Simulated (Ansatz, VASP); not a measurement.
## MgHgO2: VASP beside Ansatz

Wanted: the spread between two codes on one cell, functional and k mesh. The cell is invented: As first built, before any earlier steps moved the atoms: it takes the BaSrO2 structure with some of its atoms replaced by other elements, volume scaled by an estimate. It may not be a known or stable phase. The cell is taken from a series of runs on this material, whose earlier steps may have relaxed or scaled it; both programs get it as it stands.

Calculated with Ansatz 0.2.0; plane waves, with VASP 6.6.1 beside it; electric field gradients at PBE.

## (1) The structure

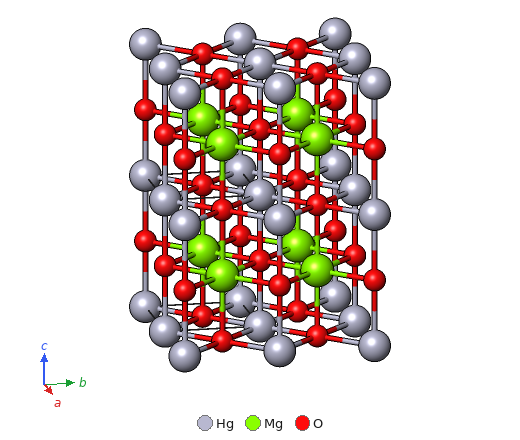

The starting structure, seen slightly off an axis (mercury light grey, magnesium green, oxygen red). 2×2×2 cells are drawn. Some periodic images of atoms are drawn too.

Structure file:

```cif
data_structure
_symmetry_space_group_name_H-M 'P4/mmm'
_symmetry_Int_Tables_number 123
_cell_length_a 3.3286
_cell_length_b 3.3286
_cell_length_c 4.6680
_cell_angle_alpha 90.000
_cell_angle_beta 90.000
_cell_angle_gamma 90.000
_cell_volume 51.72
loop_
_atom_site_label
_atom_site_type_symbol
_atom_site_symmetry_multiplicity
_atom_site_Wyckoff_symbol
_atom_site_fract_x
_atom_site_fract_y
_atom_site_fract_z
_atom_site_occupancy
Hg1 Hg 1 a 0.00000 0.00000 0.00000 1
Mg1 Mg 1 d 0.50000 0.50000 0.50000 1
O1 O 1 c 0.50000 0.50000 0.00000 1
O2 O 1 b 0.00000 0.00000 0.50000 1
```

## (2) Ansatz: electric field gradients, PBE

Ansatz runs on its default PAW (the set named soft_2) files.

Field gradients test the density near the nuclei, where the PAW reconstruction matters most.

Input file input.yaml:

```yaml
crystal:
  lattice:
    - [3.3285917609, 0.0, 0.0]
    - [0.0, 3.3285917609, 0.0]
    - [0.0, 0.0, 4.6680477261]
  atoms:
    - { symbol: Hg, position: [0.0, 0.0, 0.0] }
    - { symbol: Mg, position: [0.5, 0.5, 0.5] }
    - { symbol: O, position: [0.5, 0.5, 0.0] }
    - { symbol: O, position: [0.0, 0.0, 0.5] }
hamiltonian:
  xc: pbe
  pseudopotentials: { kind: paw }
kpoints:
  mp_grid: { grid: [8, 8, 6] }
scf:
  occupations: { method: gaussian, width: 0.05 }
  n_extra_bands: 5
output:
  forces: true
  stress: true
  eigenvalues: true
  efg: {}
```

Launch:

```console
> ansatz run input.yaml --threads 2 --pin off --max-ram 4608MiB --backend cpu --events-out ev --progress --plain --runs-dir out
```

Numbers of over 12 decimals in the logs are rounded to 6 here.

The log of the run:

```text
scf.n_extra_bands = 5 over 21 filled bands (N_el = 42.0): the run solves 26 bands
Hg: output.efg is read without spin–orbit coupling, which moves field gradients at and beside such atoms by some per cent and up to a factor of two; PAW files take it under magnetization.noncollinear and magnetization.spin_orbit
Engine: ansatz 0.2.0, aarch64-unknown-linux-gnu
Pseudopotentials: kind: paw
Pseudopotential: Hg, paw, valence charge 20, recommended cutoff 420 eV (normal), Hg.paw.azcp
Pseudopotential: Mg, paw, valence charge 10, recommended cutoff 420 eV (normal), Mg.paw.azcp
Pseudopotential: O, paw, valence charge 6, recommended cutoff 420 eV (normal), O.paw.azcp
Functional definition: PBE
  parameter kappa = 0.804
  parameter beta = 0.066725
  exchange = pbe_x(kappa = kappa, mu = beta*pi^2/3)
  correlation = pbe_c(beta = beta)
Crystal: 4 atoms, lattice volume = 51.720 Å³
Basis set: ecut = 420 eV, 1023 PW (Γ), exchange–correlation on 48×48×64 points (8 copies of the dense FFT grid, shifted against one another)
Bands: 26, of which v1, the nominal top of the filled ones, is band 21 counted from 1 (20 counted from 0)
Symmetry: 16 space group operations
Space group: P4/mmm (ITA 123), of the structure as read, at distance tolerance 3.7e-5 Å
k-points: 60 of 384
Non-local potential: Hg, projectors of the file, l = 0: 3, l = 1: 2, l = 2: 2, l = 3: 1
Non-local potential: Mg, projectors of the file, l = 0: 3, l = 1: 2, l = 2: 1
Non-local potential: O, projectors of the file, l = 0: 2, l = 1: 2, l = 2: 1
PAW form: soft (Blöchl's): semilocal exchange-correlation on the pseudo side does not see the compensation charge
PAW one-centre angular grid: Hg, 590 points (default); XC on 64 Gauss nodes
PAW one-centre angular grid: Mg, 110 points (default); XC on 64 Gauss nodes
PAW one-centre angular grid: O, 110 points (default); XC on 64 Gauss nodes
Initial density: superposition of atomic densities (neutral atoms: chi_scale 0, normalization atom), corrected by the library's trained network
Initial wavefunctions: pseudopotential atomic-orbital guess
Functional: x = pbe(κ = 0.804, μ = 0.219515), c = pbe(β = 0.066725)
SCF iter   1: F=—  HF=-16871.948442 eV  |F-HF|=—  |Δ(HF+E_count)|=         —  Δρ=2.35e-3  dr2=4.57e-3  ethr=1.77e-3  ⟨swp⟩=5.7  Hψ=6068  notcnv=0
preconditioner: auto → Kerker (q_TF=auto, 2.635 Å⁻¹)  [metal: Δε(μ)=0.006 eV  Ē_g=12.813 eV  σ=0.050 eV  W_gap=0.07  n_scr=14 (ndim 8)  ℏωp=26.3 eV  f_vac=0.000  D(μ)=1.30/eV (n_scr^D=6)]
SCF iter   2: F=—  HF=-16871.950346 eV  |F-HF|=—  |Δ(HF+E_count)|=   1.90e-3  Δρ=1.43e-3  dr2=2.35e-3  ethr=1.09e-5  ⟨swp⟩=2.1  Hψ=2738  notcnv=0
SCF iter   3: F=—  HF=-16871.949875 eV  |F-HF|=—  |Δ(HF+E_count)|=   4.71e-4  Δρ=4.89e-4  dr2=4.32e-4  ethr=5.60e-6  ⟨swp⟩=1.5  Hψ=1583  notcnv=0
SCF iter   4: F=—  HF=-16871.949715 eV  |F-HF|=—  |Δ(HF+E_count)|=   1.61e-4  Δρ=2.56e-4  dr2=8.37e-5  ethr=1.03e-6  ⟨swp⟩=2.1  Hψ=1855  notcnv=0
SCF iter   5: F=—  HF=-16871.949887 eV  |F-HF|=—  |Δ(HF+E_count)|=   1.73e-4  Δρ=9.52e-5  dr2=4.70e-6  ethr=1.99e-7  ⟨swp⟩=2.0  Hψ=2149  notcnv=0  defer=1
SCF iter   6: F=—  HF=-16871.949887 eV  |F-HF|=—  |Δ(HF+E_count)|=   7.25e-8  Δρ=2.66e-5  dr2=3.96e-7  ethr=1.12e-8  ⟨swp⟩=2.2  Hψ=1937  notcnv=0  defer=1
SCF iter   7: F=-16871.949887 eV  HF=-16871.949887 eV  |F-HF|=3.14e-9  |Δ(HF+E_count)|=   1.92e-8  Δρ=4.94e-6  dr2=1.37e-8  ethr=2.38e-10  ⟨swp⟩=7.5  Hψ=6453  notcnv=0
SCF 1 converged in 7 iterations: F = -16871.949887 eV  dr2 = 1.37e-8
  greatest PAW one-centre occupation: 1.000 electrons in one spin orbital (limit 2), on the Hg atom at site 0 (counted from 0), in its partial waves of l = 0
SCF converged after 7 iterations
Free energy (F): -16871.949887 eV
Harris-Foulkes:  -16871.949887 eV  (|F-HF|=3.14e-9)
Internal energy: -16871.948488 eV  (E = F + TS)
E sigma→0 (E₀):  -16871.949188 eV
Entropy (-TS):   -0.001399 eV (-0.350 meV/atom)
Fermi energy:    11.189576 eV
--- Per-component energies (eV) ---
  E_band       = -704.440709
  E_kinetic    = 1027.595790
  E_local      = -4569.212787  (includes V_loc(G=0)·N_el)
  E_nonlocal   = 266.353370
  E_hartree    = 1799.459063
  E_xc         = -396.675070
  E_vxc        = -487.698057  (∫ρ·V_xc dr)
  E_paw        = -10552.976218  (= ΣΔE_a)
  E_vpaw       = -540.401760  (= ΣTr[D̂ρ^β])
  E_aug_tail   = 0.005818  (compensation charges beyond the density's cutoff)
  E_ewald      = -4446.498455
  E_smearing   = -0.001399  (= −TS)
  E_closure    = 0.000000  (closes the sum)
  Σ components = -16871.949887   (vs F -16871.949887, Δ=0.00e0)
--- Forces (eV/Å), atoms counted from 1 ---
  atom   1  Hg     0.00000000     0.00000000     0.00000000
  atom   2  Mg     0.00000000     0.00000000     0.00000000
  atom   3  O      0.00000000     0.00000000     0.00000000
  atom   4  O     -0.00000000    -0.00000000     0.00000000
  max |Σ_I F_I| component: 6.00e-29 eV/Å
--- Stress (GPa, compression-positive) ---
       -0.469751       0.000000       0.000000
        0.000000      -0.469751       0.000000
        0.000000       0.000000      -0.549962
  P = ⅓ Tr σ = -0.4965 GPa (-4.965 kbar)
--- PAW observables at the nuclei: V_zz in 10²¹ V/m², potentials from the cell's mean, atoms counted from 1 ---
  atom   1  Hg V_zz =    -0.980547   η = 0.0000   by run symmetry: allowed
            electrostatic potential = -16791.756839 V   contact ρ = none
  atom   2  Mg V_zz =    -0.088489   η = 0.0000   by run symmetry: allowed
            electrostatic potential = -1105.765829 V   contact ρ = none
  atom   3  O  V_zz =    -3.983832   η = 0.0000   by run symmetry: allowed
            electrostatic potential = -626.709688 V   contact ρ = none
  atom   4  O  V_zz =    +4.696687   η = 0.0000   by run symmetry: allowed
            electrostatic potential = -626.621242 V   contact ρ = none
--- Band table (eV; the first three rows and the last of 60) ---
  k-point 0: bands = [... 17 lower, 7.9561, 8.8926, 8.9498, 8.9498, 9.4335, 14.7407, 18.9974, 19.4232, ... 1 higher]
  k-point 1: bands = [... 17 lower, 8.0461, 8.1567, 8.9636, 8.9636, 10.7101, 14.8599, 19.0398, 19.3662, ... 1 higher]
  k-point 2: bands = [... 17 lower, 8.2080, 8.2080, 8.9989, 8.9989, 12.4242, 14.8395, 19.2537, 19.5696, ... 1 higher]
  k-point 59: bands = [... 17 lower, 7.7203, 7.9756, 7.9756, 8.7971, 15.0136, 17.8010, 18.2940, 18.2940, ... 1 higher]
```

The run ends at a pressure of -0.50 GPa.

## (3) VASP: electric field gradients, PBE

The same cell, functional, mesh and smearing now go to VASP, with its own data sets and cutoff.

Lines of VASP's logs that name or quote its potential files are left out, and so is its time.

Input file INCAR:

```
SYSTEM = MgHgO2
PREC = Accurate
ENCUT = 690
EDIFF = 1E-06
NELM = 100
ISMEAR = 0
SIGMA = 0.05
LREAL = .FALSE.
ALGO = Normal
GGA = PE
NBANDS = 27
LORBIT = 11
LWAVE = .FALSE.
LCHARG = .FALSE.
KPAR = 2
ISIF = 2
LEFG = .TRUE.
LASPH = .TRUE.
```

Input file POSCAR:

```
MgHgO2
1.0
    3.3285917609      0.0000000000      0.0000000000
    0.0000000000      3.3285917609      0.0000000000
    0.0000000000      0.0000000000      4.6680477261
Hg Mg O
1 1 2
Direct
    0.0000000000      0.0000000000      0.0000000000
    0.5000000000      0.5000000000      0.5000000000
    0.5000000000      0.5000000000      0.0000000000
    0.0000000000      0.0000000000      0.5000000000
```

Input file KPOINTS:

```
Automatic mesh
0
Gamma
8 8 6
0 0 0
```

Potentials, in the order of the species: Hg_sv_GW, Mg_sv_GW and O_GW (PBE family, release 64).

Launch:

```console
> mpirun -np 2 vasp_std
```

The log of the run:

```text
[banner, memory and clock lines left out]
running    2 mpi-ranks, on    1 nodes
 distrk:  each k-point on    1 cores,    2 groups
 distr:  one band on    1 cores,    1 groups

 POSCAR found type information on POSCAR HgMgO
 POSCAR found :  3 types and       4 ions
 LDA part: xc-table for (Slater+PW92), standard interpolation
 POSCAR, INCAR and KPOINTS ok, starting setup
 FFT: planning ... GRIDC
 FFT: planning ... GRID_SOFT
 FFT: planning ... GRID
 WAVECAR not read
 entering main loop
       N       E                     dE             d eps       ncg     rms          rms(c)
DAV:   1     0.896526154574E+03    0.89653E+03   -0.27950E+04  3710   0.332E+03
DAV:   2     0.101584992875E+03   -0.79494E+03   -0.76427E+03  3624   0.113E+03
DAV:   3    -0.233989394334E+02   -0.12498E+03   -0.12048E+03  4729   0.435E+02
DAV:   4    -0.357158947130E+02   -0.12317E+02   -0.12255E+02  5032   0.147E+02
DAV:   5    -0.364849614956E+02   -0.76907E+00   -0.76851E+00  4807   0.326E+01    0.286E+01
DAV:   6    -0.311982365617E+02    0.52867E+01   -0.22472E+01  5344   0.703E+01    0.250E+01
DAV:   7    -0.308637564964E+02    0.33448E+00   -0.26629E+00  4659   0.216E+01    0.176E+01
DAV:   8    -0.307816919709E+02    0.82065E-01   -0.21808E+00  4826   0.159E+01    0.328E+00
DAV:   9    -0.306315441782E+02    0.15015E+00   -0.98463E-01  5201   0.123E+01    0.172E+00
DAV:  10    -0.306341106890E+02   -0.25665E-02   -0.82801E-02  4441   0.337E+00    0.152E+00
DAV:  11    -0.306321970928E+02    0.19136E-02   -0.11019E-02  5440   0.142E+00    0.205E-01
DAV:  12    -0.306322751111E+02   -0.78018E-04   -0.12532E-03  4491   0.410E-01    0.202E-01
DAV:  13    -0.306322098804E+02    0.65231E-04   -0.26411E-04  5167   0.207E-01    0.295E-02
DAV:  14    -0.306322115149E+02   -0.16345E-05   -0.29389E-05  4705   0.663E-02    0.639E-03
DAV:  15    -0.306322110481E+02    0.46677E-06   -0.17807E-06  2522   0.211E-02
ion   1
     0.0000000     0.0000000     0.0000000    -0.1262140     0.0000000     0.0000000
     0.0000680     0.0000000     0.0000000    -0.1262140     0.0000000     0.0000000
     0.0000937     0.0000000     0.0000000    -0.1262140     0.0000000     0.0000000
     0.0001290     0.0000000     0.0000000    -0.1262140     0.0000000     0.0000000
     0.0001777     0.0000000     0.0000000    -0.1262140     0.0000000     0.0000000

     0.0000000     0.0000000     0.0000000    11.7714476     0.0000000     0.0000000
     0.0000680     0.0000000     0.0000000    11.7255830     0.0000000     0.0000000
     0.0000937     0.0000000     0.0000000    11.7034406     0.0000000     0.0000000
     0.0001290     0.0000000     0.0000000    11.6695198     0.0000000     0.0000000
     0.0001777     0.0000000     0.0000000    11.6177824     0.0000000     0.0000000

ion   2
     0.0000000     0.0000000     0.0000000     0.0466655     0.0000000     0.0000000
     0.0000337     0.0000000     0.0000000     0.0466655     0.0000000     0.0000000
     0.0000464     0.0000000     0.0000000     0.0466655     0.0000000     0.0000000
     0.0000638     0.0000000     0.0000000     0.0466655     0.0000000     0.0000000
     0.0000879     0.0000000     0.0000000     0.0466655     0.0000000     0.0000000

     0.0000000     0.0000000     0.0000000     0.6606796     0.0000000     0.0000000
     0.0000337     0.0000000     0.0000000     0.6606789     0.0000000     0.0000000
     0.0000464     0.0000000     0.0000000     0.6606785     0.0000000     0.0000000
     0.0000638     0.0000000     0.0000000     0.6606777     0.0000000     0.0000000
     0.0000879     0.0000000     0.0000000     0.6606765     0.0000000     0.0000000

ion   3
     0.0000000     0.0000000    -0.0000000    12.0773099    -0.0000000    -0.0000000
     0.0000293     0.0000000    -0.0000000    12.0773098    -0.0000000    -0.0000000
     0.0000403     0.0000000    -0.0000000    12.0773098    -0.0000000    -0.0000000
     0.0000555     0.0000000    -0.0000000    12.0773096    -0.0000000    -0.0000000
     0.0000765     0.0000000    -0.0000000    12.0773093    -0.0000000    -0.0000000

     0.0000000     0.0000000    -0.0000000    32.6263283    -0.0000000    -0.0000000
     0.0000293     0.0000000    -0.0000000    32.6263205    -0.0000000    -0.0000000
     0.0000403     0.0000000    -0.0000000    32.6263153    -0.0000000    -0.0000000
     0.0000555     0.0000000    -0.0000000    32.6263064    -0.0000000    -0.0000000
     0.0000765     0.0000000    -0.0000000    32.6262915    -0.0000000    -0.0000000

ion   4
     0.0000000    -0.0000000     0.0000000   -13.9797201     0.0000000    -0.0000000
     0.0000293    -0.0000000     0.0000000   -13.9797200     0.0000000    -0.0000000
     0.0000403    -0.0000000     0.0000000   -13.9797199     0.0000000    -0.0000000
     0.0000555    -0.0000000     0.0000000   -13.9797197     0.0000000    -0.0000000
     0.0000765    -0.0000000     0.0000000   -13.9797194     0.0000000    -0.0000000

     0.0000000    -0.0000000     0.0000000   -38.3385378     0.0000000    -0.0000000
     0.0000293    -0.0000000     0.0000000   -38.3385285     0.0000000    -0.0000000
     0.0000403    -0.0000000     0.0000000   -38.3385223     0.0000000    -0.0000000
     0.0000555    -0.0000000     0.0000000   -38.3385118     0.0000000    -0.0000000
     0.0000765    -0.0000000     0.0000000   -38.3384941     0.0000000    -0.0000000

   1 F= -.30632211E+02 E0= -.30631513E+02  d E =-.139574E-02
```

(Part 1 of 2 ends here.)

[Lines on the potential files, build, host, timing and source positions are cut from VASP's logs without a mark.]

[Logs are printed without paths, hosts, clocks, repeated set-up lines and the standing remarks that a program may print on its own settings, such as how far it seeks lower states.]

[Hosts, paths, dates, database ids (printed as entryN), source tags and the programs' standing remarks are cut or masked in the printed files.]
